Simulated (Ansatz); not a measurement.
# Re in Mo(100), 2x2: scattering by a point defect, part 3 of 3

Wanted: the reflection from a plane of defects, Re in Mo(100), 2x2, and the resistivity it implies.

Ansatz 0.2.0; Ansatz plane-wave DFT, PBE, PAW files; ballistic transport by layer matching (Landauer), zero bias; PAW set soft_1 (the session's first sound run).

So far, resistivity per at.% scaled from this dense plane, with the factor 3/4 for isotropic scattering (µΩ cm): step 3 (resistance at ideal sites) 0.401.

### 5. Transmission after relaxation, relaxed yes

The transmission is solved again on the relaxed atoms.

This step: Ansatz plane-wave DFT, PBE, PAW files; ballistic transport by layer matching (Landauer), zero bias; PAW set soft_1 (Ansatz 0.2.0).

input.yaml

```yaml
crystal:
  lattice:
    - [6.294, 0.0, 0.0]
    - [0.0, 6.294, 0.0]
    - [0.0, 0.0, 28.323]
  atoms:
    - { symbol: Mo, position: [0.0, 0.0, 0.0277777778] }
    - { symbol: Mo, position: [0.0, 0.5, 0.0277777778] }
    - { symbol: Mo, position: [0.5, 0.0, 0.0277777778] }
    - { symbol: Mo, position: [0.5, 0.5, 0.0277777778] }
    - { symbol: Mo, position: [0.25, 0.25, 0.0833333333] }
    - { symbol: Mo, position: [0.25, 0.75, 0.0833333333] }
    - { symbol: Mo, position: [0.75, 0.25, 0.0833333333] }
    - { symbol: Mo, position: [0.75, 0.75, 0.0833333333] }
    - { symbol: Mo, position: [0.0, 0.0, 0.1388888889] }
    - { symbol: Mo, position: [0.0, 0.5, 0.1388888889] }
    - { symbol: Mo, position: [0.5, 0.0, 0.1388888889] }
    - { symbol: Mo, position: [0.5, 0.5, 0.1388888889] }
    - { symbol: Mo, position: [0.25, 0.25, 0.1944444444] }
    - { symbol: Mo, position: [0.25, 0.75, 0.1944444444] }
    - { symbol: Mo, position: [0.75, 0.25, 0.1944444444] }
    - { symbol: Mo, position: [0.75, 0.75, 0.1944444444] }
    - { symbol: Mo, position: [0.0, 0.0, 0.25] }
    - { symbol: Mo, position: [0.0, 0.5, 0.25] }
    - { symbol: Mo, position: [0.5, 0.0, 0.25] }
    - { symbol: Mo, position: [0.5, 0.5, 0.25] }
    - { symbol: Mo, position: [0.25, 0.25, 0.3057241024] }
    - { symbol: Mo, position: [0.25, 0.75, 0.3056169901] }
    - { symbol: Mo, position: [0.75, 0.25, 0.3056169901] }
    - { symbol: Mo, position: [0.75, 0.75, 0.3055460233] }
    - { symbol: Mo, position: [-4.72243e-05, -4.72243e-05, 0.3612600453] }
    - { symbol: Mo, position: [-4.72243e-05, 0.5000472243, 0.3612600453] }
    - { symbol: Mo, position: [0.5000472243, -4.72243e-05, 0.3612600453] }
    - { symbol: Mo, position: [0.5000472243, 0.5000472243, 0.3612600453] }
    - { symbol: Mo, position: [0.25, 0.25, 0.4170184233] }
    - { symbol: Mo, position: [0.25, 0.75, 0.4168118699] }
    - { symbol: Mo, position: [0.75, 0.25, 0.4168118699] }
    - { symbol: Mo, position: [0.75, 0.75, 0.416452443] }
    - { symbol: Mo, position: [-0.0001364988, -0.0001364988, 0.4723278283] }
    - { symbol: Mo, position: [-0.0001364988, 0.5001364988, 0.4723278283] }
    - { symbol: Mo, position: [0.5001364988, -0.0001364988, 0.4723278283] }
    - { symbol: Mo, position: [0.5001364988, 0.5001364988, 0.4723278283] }
    - { symbol: Re, position: [0.25, 0.25, 0.5278030893] }
    - { symbol: Mo, position: [0.25, 0.75, 0.5278025778] }
    - { symbol: Mo, position: [0.75, 0.25, 0.5278025778] }
    - { symbol: Mo, position: [0.75, 0.75, 0.527804314] }
    - { symbol: Mo, position: [-0.0001346882, -0.0001346882, 0.5832755226] }
    - { symbol: Mo, position: [-0.0001346882, 0.5001346882, 0.5832755226] }
    - { symbol: Mo, position: [0.5001346882, -0.0001346882, 0.5832755226] }
    - { symbol: Mo, position: [0.5001346882, 0.5001346882, 0.5832755226] }
    - { symbol: Mo, position: [0.25, 0.25, 0.6385833908] }
    - { symbol: Mo, position: [0.25, 0.75, 0.6387902355] }
    - { symbol: Mo, position: [0.75, 0.25, 0.6387902355] }
    - { symbol: Mo, position: [0.75, 0.75, 0.6391534794] }
    - { symbol: Mo, position: [9.7779e-06, 9.7779e-06, 0.6943381078] }
    - { symbol: Mo, position: [9.7779e-06, 0.4999902221, 0.6943381078] }
    - { symbol: Mo, position: [0.4999902221, 9.7779e-06, 0.6943381078] }
    - { symbol: Mo, position: [0.4999902221, 0.4999902221, 0.6943381078] }
    - { symbol: Mo, position: [0.25, 0.25, 0.75] }
    - { symbol: Mo, position: [0.25, 0.75, 0.75] }
    - { symbol: Mo, position: [0.75, 0.25, 0.75] }
    - { symbol: Mo, position: [0.75, 0.75, 0.75] }
    - { symbol: Mo, position: [0.0, 0.0, 0.8055555556] }
    - { symbol: Mo, position: [0.0, 0.5, 0.8055555556] }
    - { symbol: Mo, position: [0.5, 0.0, 0.8055555556] }
    - { symbol: Mo, position: [0.5, 0.5, 0.8055555556] }
    - { symbol: Mo, position: [0.25, 0.25, 0.8611111111] }
    - { symbol: Mo, position: [0.25, 0.75, 0.8611111111] }
    - { symbol: Mo, position: [0.75, 0.25, 0.8611111111] }
    - { symbol: Mo, position: [0.75, 0.75, 0.8611111111] }
    - { symbol: Mo, position: [0.0, 0.0, 0.9166666667] }
    - { symbol: Mo, position: [0.0, 0.5, 0.9166666667] }
    - { symbol: Mo, position: [0.5, 0.0, 0.9166666667] }
    - { symbol: Mo, position: [0.5, 0.5, 0.9166666667] }
    - { symbol: Mo, position: [0.25, 0.25, 0.9722222222] }
    - { symbol: Mo, position: [0.25, 0.75, 0.9722222222] }
    - { symbol: Mo, position: [0.75, 0.25, 0.9722222222] }
    - { symbol: Mo, position: [0.75, 0.75, 0.9722222222] }
kpoints:
  mp_grid: { grid: [4, 4, 1] }
hamiltonian:
  xc: pbe
  pseudopotentials: { kind: paw, azcp: { folder: soft_1 } }
scf:
  occupations: { method: fermi_dirac, width: 0.1 }
output:
  transmission: { leads: [[0, 4]], kmesh: [8, 8], e_range: [-0.05, 0.05], de: 0.05 }
  write_potential: true
  write_density: true
  volumetric_format: npy
```

Started as:

```bash
> ansatz run input.yaml --threads 4 --pin off --max-ram 15360MiB --backend cpu --events-out ev --progress --plain --runs-dir out
```

Numbers of over 12 decimals in the logs are rounded to 6 here.

What it wrote:

```text
[...]
Crystal: 72 atoms, lattice volume = 1122.000 Å³
Basis set: ecut = 420 eV, 21955 PW (Γ)
Bands: 606, of which v1, the nominal top of the filled ones, is band 505 counted from 1 (504 counted from 0)
Symmetry: 8 space group operations
[...]
k-points: 6 of 16
[...]
SCF iter   1: F=—  HF=-362815.305291 eV  |F-HF|=—  |Δ(HF+E_count)|=         —  Δρ=1.18e-1  dr2=3.08e3  ethr=3.10e-3  ⟨swp⟩=4.8  Hψ=11400  notcnv=0
[...]
SCF iter  10: F=-362749.646414 eV  HF=-362749.646414 eV  |F-HF|=7.28e-9  |Δ(HF+E_count)|=   8.91e-9  Δρ=3.24e-7  dr2=7.80e-9  ethr=9.91e-12  ⟨swp⟩=5.8  Hψ=9204  notcnv=0
SCF 1 converged in 10 iterations: F = -362749.646414 eV  dr2 = 7.80e-9
[...]
transmission: 86 of 840 steps passed
transmission: 168 of 840 steps passed
[...]
transmission: 840 of 840 steps passed
SCF converged after 10 iterations
Free energy (F): -362749.646414 eV
[...]
Internal energy: -362748.021059 eV  (E = F + TS)
E sigma→0 (E₀):  -362748.833736 eV
Entropy (-TS):   -1.625356 eV (-22.574 meV/atom)
Fermi energy:    21.144506 eV
[...]
--- Band table (eV; the first three rows and the last of 6) ---
  k-point 0: bands = [... 501 lower, 20.9700, 20.9700, 20.9797, 20.9827, 20.9882, 20.9882, 20.9882, 21.5231, ... 97 higher]
  k-point 1: bands = [... 501 lower, 21.0721, 21.1163, 21.1609, 21.1650, 21.1738, 21.1757, 21.1857, 21.1871, ... 97 higher]
  k-point 2: bands = [... 501 lower, 21.0351, 21.0527, 21.0536, 21.2295, 21.2640, 21.3319, 21.3346, 21.3521, ... 97 higher]
  k-point 5: bands = [... 501 lower, 20.3870, 20.3952, 20.4038, 21.4676, 21.4695, 21.4879, 21.4879, 22.2154, ... 97 higher]
--- Transmission ---
  basis      : 349 plane waves across, 56 finite elements along
  points     : 15, standing for a mesh of 8 x 8
[...]
channels       : 6.593750e0 a spin
[...]
slowest decay  : 0.0395 /Å at (0.5000, 0.3750)
  junction   : crystal 0 to crystal 0, 0.88 to 27.63 Å
    transmission   : 6.411932e0 a spin
[...]
```

It took 4.6 min on 4 threads of AMD EPYC 9R14 (Zen 4), shared host; peak memory 8.7 GiB.

Numbers from this step:

```
free energy                                   : -362749.6464 eV
energy at zero smearing                       : -362748.8337 eV
transmission per spin nearest the Fermi level : 6.412
```

Per spin. The transmission, zone mean by energy, zero at the Fermi level:

```tsv
energy (eV)	transmission, zone mean
-0.0500	6.47
0.0000	6.41
0.0500	6.34
```

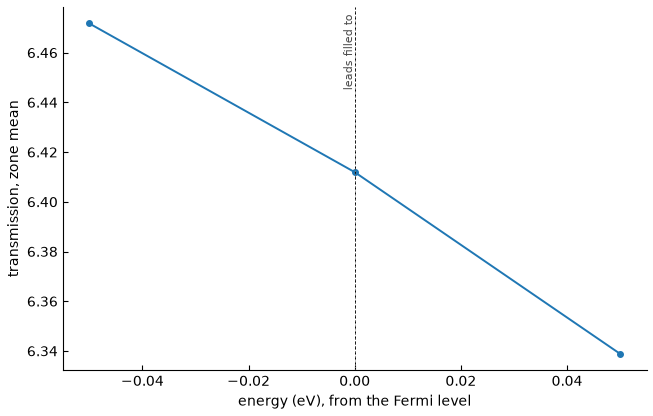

Transmission, zone mean, plotted against energy.

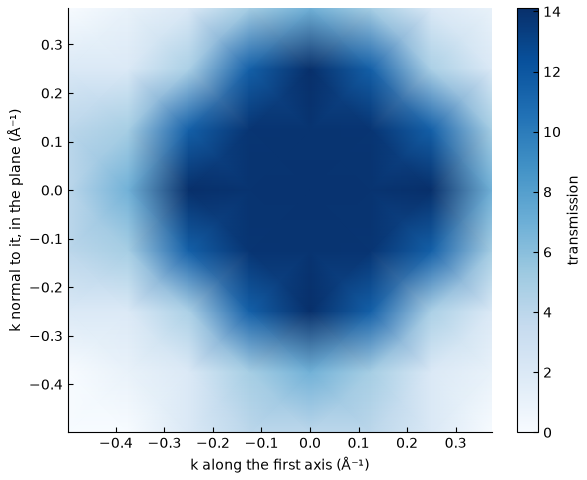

Transmission over k1 and k2. At 0.0000 eV from the Fermi level.

Over the solved energies the transmission per spin lies between 6.34 and 6.47, out of 6.59 channels of the lead on average (up to 6.66).

### 6. Resistance after relaxation

This step: Ansatz plane-wave DFT, PBE, PAW files; ballistic transport by layer matching (Landauer), zero bias; area resistance of the defect plane and resistivity an atomic per cent; PAW set soft_1 (Ansatz 0.2.0).

This step gave:

- area resistance: 0.02254 fΩ m²
- T over the leads' mean channel count: 0.9718
- resistivity per at.% scaled from this dense plane, with the factor 3/4 for isotropic scattering: 0.4297 µΩ cm

Averaged over the energies near the Fermi level, 97.2 % of the channels pass, which makes 0.0225 fΩ m², against 0.0210 on ideal sites.

### 7. Outcome

| Quantity | Value |
| --- | --- |
| share of channels that pass, rigid | 0.974 |
| area resistance, rigid | 0.0210 fΩ m² |
| resistivity per at.% from the area resistance, times 3/4, rigid | 0.401 µΩ cm |
| share of channels that pass, relaxed | 0.972 |
| area resistance, relaxed | 0.0225 fΩ m² |
| resistivity per at.% from the area resistance, times 3/4, relaxed | 0.430 µΩ cm |

In words: The plane of defects adds 0.023 fΩ m². Scaled to one atomic per cent that is 0.57 µΩ cm as it stands and 0.43 with the factor 3/4 for isotropic scattering on a spherical Fermi surface. These are rough estimates of the dilute value, not bounds. One Re in each 2x2 cell reflects 2.8 % of the lead's channels. The relaxed cell differs by 7.1 % in resistance; between the two runs the lead's own channel count goes from 6.59 to 6.59, so the change comes from the moved atoms. The defects form a dense periodic sheet that scatters coherently, unlike a dilute random alloy. T and N are means over the solved energies nearest the Fermi level. Spin-orbit coupling is left out, which matters for Re.

[Logs are printed without paths, hosts, clocks, repeated set-up lines and the standing remarks that a program may print on its own settings, such as how far it seeks lower states.]

[Hosts, paths, dates, database ids (printed as entryN), source tags and the programs' standing remarks are cut or masked in the printed files.]
